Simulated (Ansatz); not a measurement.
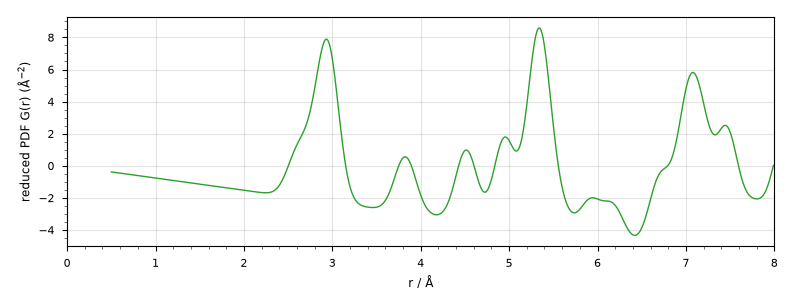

The curve is a calculated neutron PDF: distances of the static structure, each pair weighted by the product of the tabulated coherent neutron scattering lengths (natural isotope mix where the element has one), broadened by Gaussians with σ = 0.12 Å.

Candidate structures:

A. 
```xyz
1
Lattice="2.7061 0.0000 0.0000 0.0000 2.7061 0.0000 0.0000 0.0000 2.7061" Properties=species:S:1:pos:R:3 pbc="T T T"
Al    0.0000    0.0000    0.0000
```

B. 
Space group P6/mmm (No. 191). a = 4.517 Å, b = 4.517 Å, c = 2.801 Å, α = 90.00°, β = 90.00°, γ = 120.00°
```csv
atom,site,symmetry,x,y,z
Al,1a,6/mmm,0.0000,0.0000,0.0000
Al,2d,-6m2,0.3333,0.6667,0.5000
```

Origins: A, the input geometry of an electronic-structure calculation (not necessarily at equilibrium); the starting structure was generated, so it need not be a known form of this composition; B, the end point of a relaxation with DFT, r2SCAN, plane waves (500 eV) with PAW, scalar-relativistic (Ansatz 0.2.0); the starting structure was generated, so it need not be a known form of this composition.

Which candidate gives this PDF?

Candidate B, Al, P6/mmm (first clear peaks at 2.93 Å (Al–Al) and 3.83 Å (Al–Al)). A would give first clear peaks at 2.70 Å (Al–Al) and 3.83 Å (Al–Al).
